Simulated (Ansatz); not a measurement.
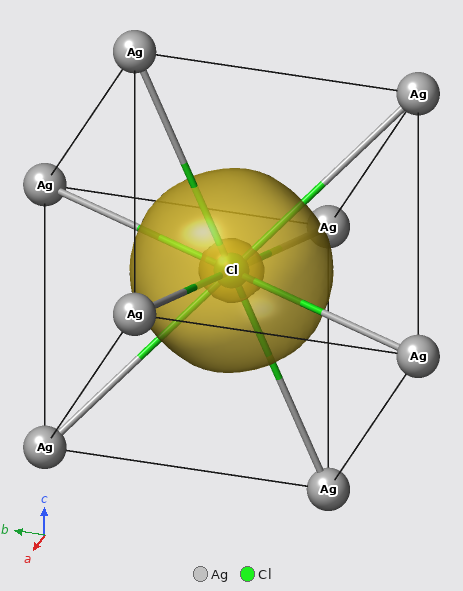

*AgCl. Isosurface of the electron localisation function at 0.65 (yellow), seen at an oblique angle. Only the valence region is drawn (cores and ρ < 0.01 e/Å³ removed). Sticks mark near contacts.*

Space group Pm-3m; a structure from a database of computed crystals, not necessarily the ambient phase.

Level of theory: DFT PBEsol, scalar-relativistic, plane waves, PAW in Ansatz.

In a PAW calculation such maps are meaningful between the atoms, not at the nuclei.

**Describe the localisation domains.**

The surface consists of one region wrapped around Cl (its valence shell), counted in one cell of 2 atoms. Any copies at cell faces, edges or corners count once. Along the contacts the grid gives the following. Ag–Cl (2.88 Å): the ELF peaks at about 0.85 in the valence shell of Cl, 0.8 Å from its nucleus, and drops to about 0.10 between the two atoms (no shared electron pair shows on this line).
